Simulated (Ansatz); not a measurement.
**Run report: Al2Cu, geometry relaxation (part 1 of 2)**

- system: Al2Cu (I4/mmm, 3 atoms in the cell)
- method: DFT r2SCAN, scalar-relativistic, plane waves, PAW, no spin polarisation (Ansatz 0.2.0)

The structure derives from a Materials Project entry. Figures and captions count atoms from 1; the log counts them from 0 in places.

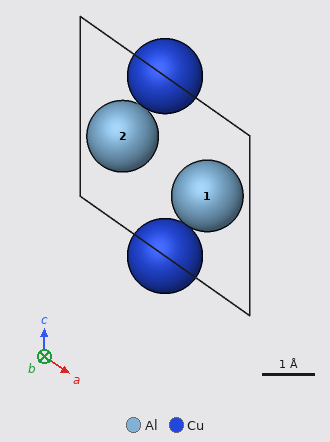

Fig. 1: The input geometry (spheres-only view of the cell of the calculation, along the b axis; atoms are numbered from 1 in the order of the input). An atom can appear more than once, as a periodic image.

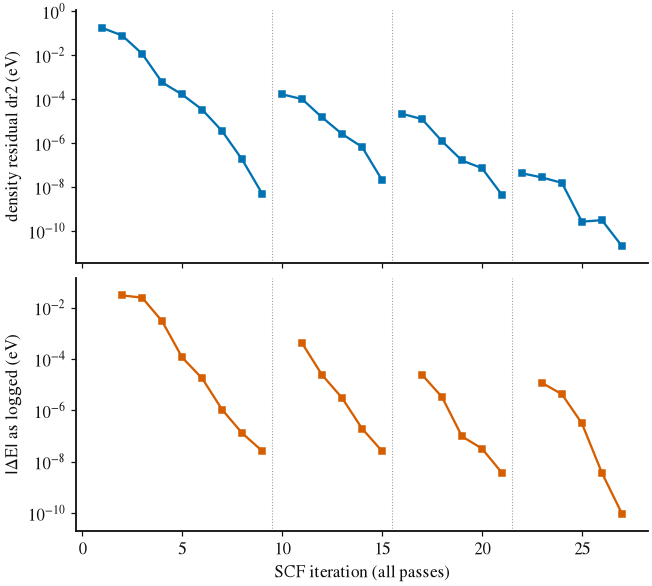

Fig. 2: Convergence of the self-consistent field: density residual dr2 and size of the energy change against the SCF iteration. The dotted lines part the SCF passes of the relaxation: geometry steps, rejected trials and re-solves on a re-selected basis. The passes take 9, 6, 6 and 6 iterations.

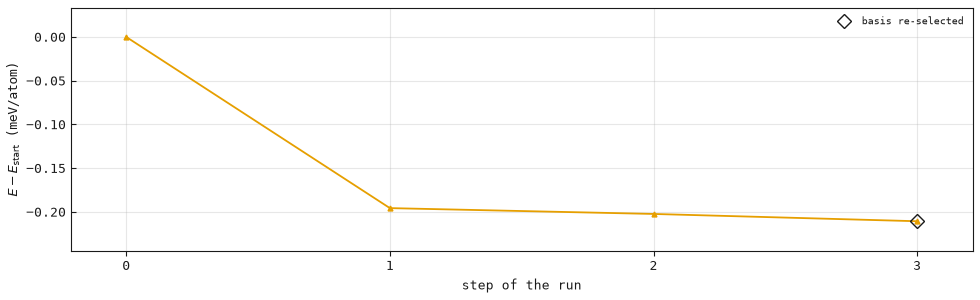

Fig. 3: Progress of the relaxation, step by step (the first geometry is step 0 here and step 1 in the log).

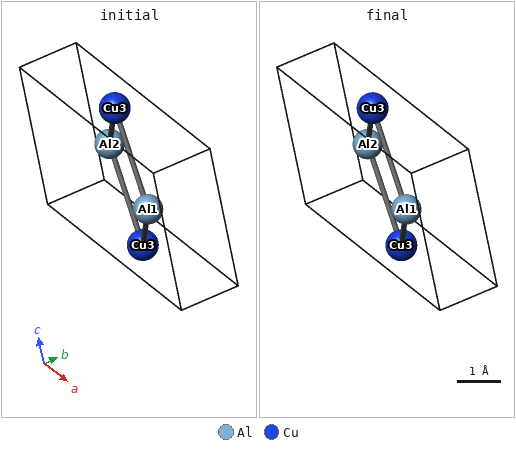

Fig. 4: Before (left) and after (right) the relaxation, at one scale (ball-and-stick view of the cell of the calculation, seen slightly off an axis). No atom moves by more than 0.005 Å relative to the cell. The volume changes by +0.3 %, with a = b = c 4.046 → 4.055 Å (+0.2 %), α 119.8° → 120.0°, β 119.8° → 120.0°, γ 90.4° → 90.0°. The space group (tolerance 0.01 Å) goes from I4/mmm (No. 139) to Fm-3m (No. 225). After 2 geometry steps the energy has fallen by 0.2 meV per atom. All forces vanish by symmetry, so only the cell relaxes. Pressure: 0.29 GPa at the start and 0.00 GPa at the end. A last SCF at the same geometry on a re-selected plane-wave basis shifts the energy by next to nothing (0.0 meV per atom). (Atoms are counted from 1 in the order of the input.)

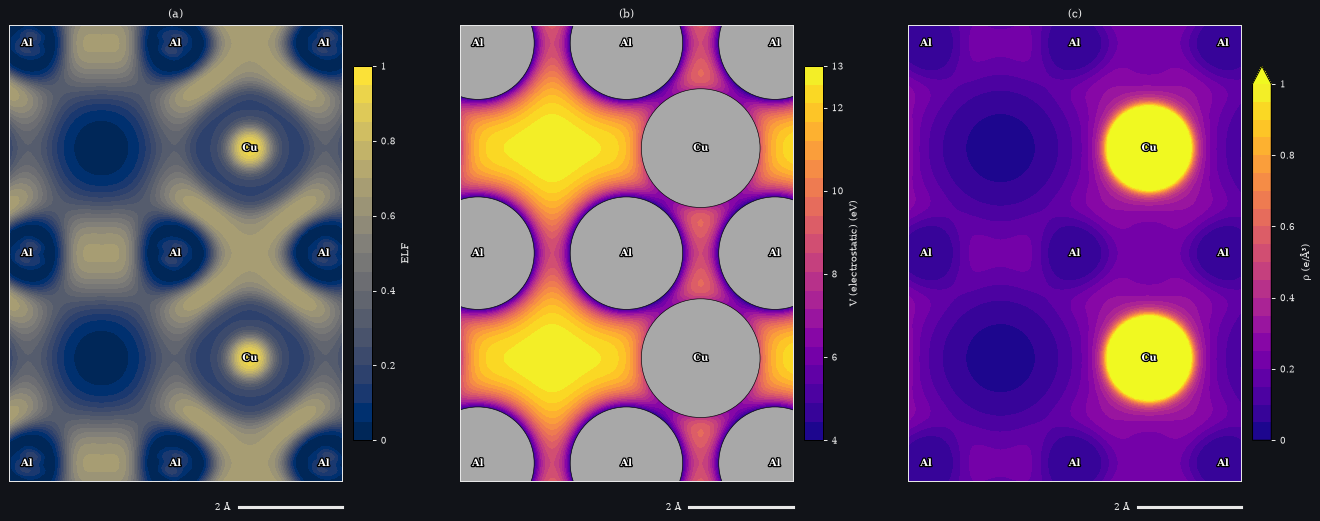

Fig. 5: (a) ELF; (b) electrostatic potential (local pseudopotential plus Hartree) felt by an electron; (c) valence pseudo-density on the (11̄0) plane of the conventional cell. Grey discs, where drawn, cover atomic cores. Atoms in the plane: Al and Cu. Al–Cu (2.48 Å): ρ at the midpoint is about 0.32 e/Å³; the ELF peaks at about 0.70 between the atoms. Away from the nuclei the density in this plane falls to 0.03 e/Å³ at its lowest. The strong features right at Cu lie inside the PAW spheres (semicore, d or f shells) and say nothing about bonding. Outside the cores the potential energy rises away from the atoms and is highest about 2.5 Å from the nearest atoms; outside the discs it spans about 9 eV, and its zero is arbitrary. Core electrons are frozen (PAW), so the fields are smoothed inside the atomic spheres.

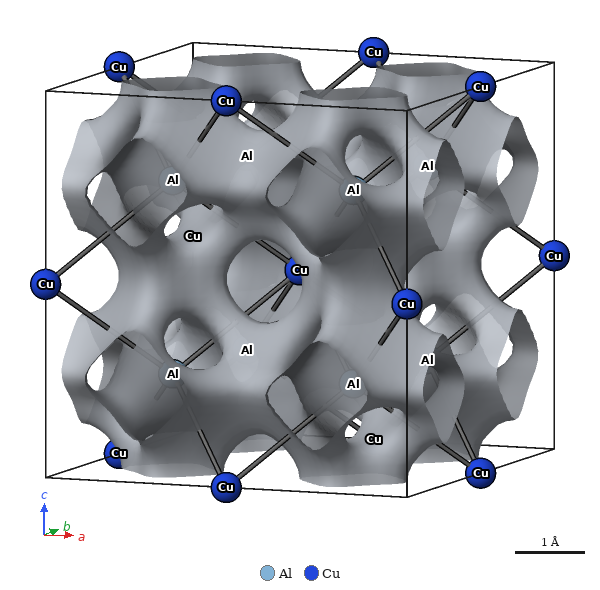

Fig. 6: Isosurface of the electron localisation function at 0.5 (grey), seen slightly off an axis. Only the valence region is drawn (cores and ρ < 0.01 e/Å³ removed). Sticks mark near contacts. The outline is the cell set on symmetry axes. Values along the shortest contacts: Al–Cu (2.48 Å): the ELF peaks at about 0.70 between the atoms.

These pictures come from the run below.

### Input file
```yaml
crystal:
  lattice:
    - [-2.0303375, 2.0303375, 2.851094]
    - [2.0303375, -2.0303375, 2.851094]
    - [2.0303375, 2.0303375, -2.851094]
  atoms:
    - { symbol: Al, position: [0.75, 0.25, 0.5] }
    - { symbol: Al, position: [0.25, 0.75, 0.5] }
    - { symbol: Cu, position: [0.5, 0.5, 0.0] }
basis:
  ecutwfc: 500
kpoints:
  mp_grid: { grid: [14, 14, 14] }
hamiltonian:
  xc: r2scan
scf:
  occupations: { method: gaussian, width: 0.1 }
output:
  forces: true
  stress: true
  eigenvalues: true
  write_density: true
  write_potential: true
  elf: true
  volumetric_format: npy
relax:
  adjacent_minimum: "off"
  f_tol: 0.005
  max_steps: 80
  cell: { stress_tol: 0.05 }
```

Command:
```bash
ansatz run input.yaml --threads 1 --pin off --max-ram 2560MiB --backend cpu --events-out ev --progress --plain --runs-dir out
```

### Output
```
Engine: ansatz 0.2.0, x86_64-unknown-linux-gnu
Pseudopotentials: kind: paw
Pseudopotential: Al, paw, valence charge 3, recommended cutoff 500 eV (meta_gga), Al.paw.azcp
Pseudopotential: Cu, paw, valence charge 19, recommended cutoff 500 eV (meta_gga), Cu.paw.azcp
Functional definition: r2SCAN
  parameter k0 = 0.174
  parameter k1 = 0.065
  parameter a1 = 4.9479
  exchange = r2scan_x(k0 = k0, k1 = k1, a1 = a1)
  correlation = r2scan_c
Crystal: 3 atoms, lattice volume = 47.012 Å³
Basis set: ecut = 500 eV, 1243 PW (Γ), exchange–correlation on 120×120×120 points (64 copies of the dense FFT grid, shifted against one another)
Bands: 17, of which v1, the nominal top of the filled ones, is band 13 counted from 1 (12 counted from 0)
Symmetry: 16 space group operations
Space group: I4/mmm (ITA 139), of the structure as read, at distance tolerance 3.6e-5 Å
k-points: 244 of 2744
Non-local potential: Al, projectors of the file, l = 0: 2, l = 1: 2, l = 2: 1
Non-local potential: Cu, projectors of the file, l = 0: 3, l = 1: 2, l = 2: 3, l = 3: 1
PAW form: soft (Blöchl's): semilocal exchange-correlation on the pseudo side does not see the compensation charge
PAW frozen core: Al, regenerated for the run's functional (the file was generated under x = pbe(κ = 0.804, μ = 0.2195149727645171), c = pbe(β = 0.06672455060314922))
PAW frozen core: Cu, regenerated for the run's functional (the file was generated under x = pbe(κ = 0.804, μ = 0.2195149727645171), c = pbe(β = 0.06672455060314922))
PAW one-centre angular grid: Al, 302 points (default); XC on 160 Gauss nodes
PAW one-centre angular grid: Cu, 590 points (default); XC on 160 Gauss nodes
Initial density: superposition of atomic densities (neutral atoms: chi_scale 0, normalization atom), corrected by the library's trained network
Initial wavefunctions: pseudopotential atomic-orbital guess
Functional: x = r2scan, c = r2scan; τ floored in thin density (d = 2e-4 eV/Å³)
SCF iter   1: F=—  HF=-7712.690882 eV  |F-HF|=—  |Δ(HF+E_count)|=         —  Δρ=2.29e-2  dr2=1.77e-1  dr2_τ=1.14e-2  ethr=1.77e-3  ⟨swp⟩=5.2  Hψ=21157  notcnv=0
preconditioner: auto → Kerker (q_TF=auto, 2.456 Å⁻¹)  [metal: Δε(μ)=0.007 eV  Ē_g=9.156 eV  σ=0.100 eV  W_gap=0.04  n_scr=14 (ndim 8)  ℏωp=22.3 eV  f_vac=0.001  D(μ)=0.93/eV (n_scr^D=0)]
SCF iter   2: F=—  HF=-7712.720951 eV  |F-HF|=—  |Δ(HF+E_count)|=   3.01e-2  Δρ=1.84e-2  dr2=7.97e-2  dr2_τ=8.81e-4  ethr=7.07e-4  ⟨swp⟩=2.0  Hψ=8871  notcnv=0  defer=76
SCF iter   3: F=—  HF=-7712.696272 eV  |F-HF|=—  |Δ(HF+E_count)|=   2.47e-2  Δρ=4.40e-3  dr2=1.18e-2  dr2_τ=2.84e-5  ethr=3.19e-4  ⟨swp⟩=2.0  Hψ=6886  notcnv=0  defer=76
SCF iter   4: F=—  HF=-7712.693295 eV  |F-HF|=—  |Δ(HF+E_count)|=   2.98e-3  Δρ=1.40e-3  dr2=5.85e-4  dr2_τ=8.38e-6  ethr=4.71e-5  ⟨swp⟩=1.0  Hψ=6101  notcnv=0  defer=75
SCF iter   5: F=—  HF=-7712.693412 eV  |F-HF|=—  |Δ(HF+E_count)|=   1.16e-4  Δρ=5.51e-4  dr2=1.65e-4  dr2_τ=8.32e-7  ethr=2.34e-6  ⟨swp⟩=2.0  Hψ=5467  notcnv=0  defer=75
SCF iter   6: F=—  HF=-7712.693394 eV  |F-HF|=—  |Δ(HF+E_count)|=   1.79e-5  Δρ=2.43e-4  dr2=3.40e-5  dr2_τ=1.03e-7  ethr=6.58e-7  ⟨swp⟩=2.0  Hψ=6156  notcnv=0  defer=75
SCF iter   7: F=—  HF=-7712.693393 eV  |F-HF|=—  |Δ(HF+E_count)|=   1.08e-6  Δρ=7.66e-5  dr2=3.57e-6  dr2_τ=1.00e-8  ethr=1.36e-7  ⟨swp⟩=1.0  Hψ=4126  notcnv=0  defer=75
SCF iter   8: F=—  HF=-7712.693393 eV  |F-HF|=—  |Δ(HF+E_count)|=   1.32e-7  Δρ=1.52e-5  dr2=1.82e-7  dr2_τ=7.15e-10  ethr=1.43e-8  ⟨swp⟩=2.0  Hψ=5882  notcnv=0  defer=75
SCF iter   9: F=-7712.693393 eV  HF=-7712.693393 eV  |F-HF|=2.38e-9  |Δ(HF+E_count)|=   2.67e-8  Δρ=2.88e-6  dr2=5.14e-9  dr2_τ=4.23e-11  ethr=4.00e-10  ⟨swp⟩=8.6  Hψ=22806  notcnv=0
SCF 1 converged in 9 iterations: F = -7712.693393 eV  dr2 = 5.14e-9
  greatest PAW one-centre occupation: 1.000 electrons in one spin orbital (limit 2), on the Cu atom at site 2 (counted from 0), in its partial waves of l = 0
relax step   1: F+E_penalty+E_count = -7712.69339262 eV  Δ(F+E_penalty+E_count) = +0.000e0 eV  max|allowed force component| = 3.469e-18 eV/Å  Δτ_max = 0.0000 Å  P = +0.291 GPa  Ω = 47.012 Å³  (9 SCF iters, dr2 threshold 1.00e-7 eV, accepted)
Crystal: 3 atoms, lattice volume = 47.102 Å³
Initial density: handed on by an earlier stage of this run
Initial wavefunctions: those handed on with the density
iter 1 solved again at ethr=7.78e-7 eV; its pass at ethr=3.10e-3 eV (dr2=1.94e-4 eV) is discarded
```
